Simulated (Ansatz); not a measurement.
## Electronic structure of HfSiO4 in real space

```xyz
24
Lattice="6.5725 0.0000 0.0000 0.0000 6.5725 0.0000 0.0000 0.0000 5.9632" Properties=species:S:1:pos:R:3 pbc="T T T"
Hf    0.0000    3.2862    1.4946
Hf    3.2862    0.0000    4.4762
Hf    0.0000    0.0000    0.0038
Hf    3.2862    3.2862    2.9854
Si    3.2862    0.0000    1.4946
Si    0.0000    3.2862    4.4762
Si    0.0000    0.0000    2.9854
Si    3.2862    3.2862    0.0038
O     6.5724    5.3613    1.8992
O     3.2861    2.0750    4.8808
O     4.4974    0.0000    0.4083
O     1.2111    3.2862    3.3899
O     6.5724    1.2112    1.8992
O     3.2861    4.4975    4.8808
O     2.0749    0.0000    0.4085
O     5.3611    3.2862    3.3901
O     3.2864    1.2112    2.5808
O     0.0001    4.4975    5.5624
O     1.2113    0.0000    4.0715
O     4.4976    3.2862    1.0899
O     0.0001    2.0750    5.5624
O     3.2864    5.3613    2.5808
O     2.0751    3.2862    1.0901
O     5.3613    0.0000    4.0717
```

Space group I4₁/amd.

Computed with Ansatz 0.2.0, DFT LDA, plane waves, PAW.

The density is the valence pseudo-density of a PAW calculation; it isn't the true density close to the nuclei.

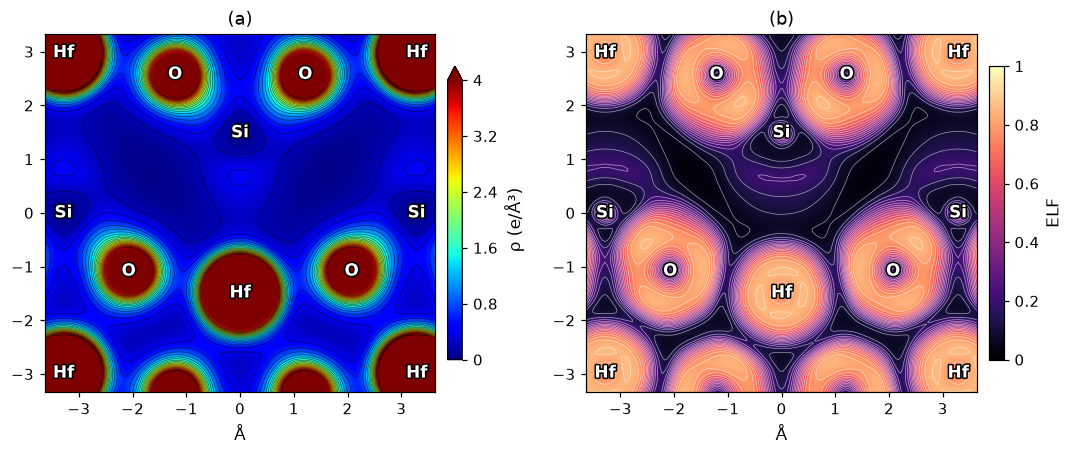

Figure 1. (a) valence pseudo-density; (b) ELF on the (010) plane of the conventional cell.

What do the fields say about this system?

Answer.
- Atoms in the plane: Hf, Si and O.
- Si–O (1.63 Å): ρ at the midpoint is about 1.2 e/Å³; the ELF peaks at about 0.85 between the atoms: a short, strongly polar bond.
- Hf–O (2.11 Å): ρ at the midpoint is about 0.69 e/Å³; the ELF peaks at about 0.85 in the valence shell of O, 0.6 Å from its nucleus, and drops to about 0.15 between the two atoms; no localised pair shows between them.
- Hf–O (2.25 Å): the density is about 0.5 e/Å³ at the midpoint; the ELF peaks at about 0.85 in the valence shell of O, 0.6 Å from its nucleus, and drops to about 0.15 between the two atoms (no shared electron pair shows on this line).
- Between the atoms the lowest density in this plane is 0.04 e/Å³.
- The features right at Hf lie inside the PAW spheres, where the map follows smoothed inner orbitals and isn't to be read closely.

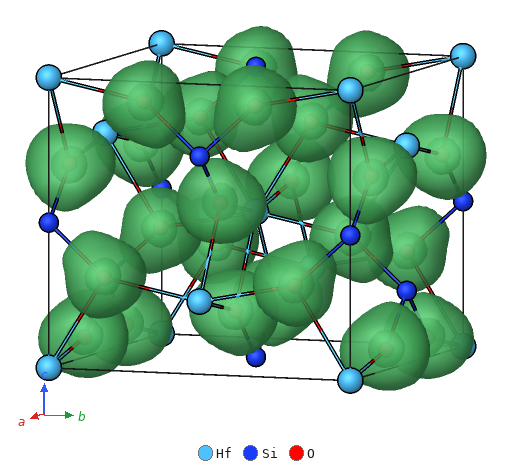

Figure 2. Isosurface of the ELF at 0.7 (green), seen slightly off an axis. Only the valence region is drawn (cores and ρ < 0.01 e/Å³ removed). Sticks mark near contacts.

Describe the localisation domains.

Answer. The surface consists of 16 regions on O in which the atom's valence shell and bonds are merged, counted in one cell of 24 atoms. Regions shared between cells count once.

Does the calculation make it a metal, or give it a gap?

Answer. It is gapped, with a Kohn–Sham gap of 5.3 eV on the k-point mesh (the band edges may lie off the mesh, which would make the gap smaller).
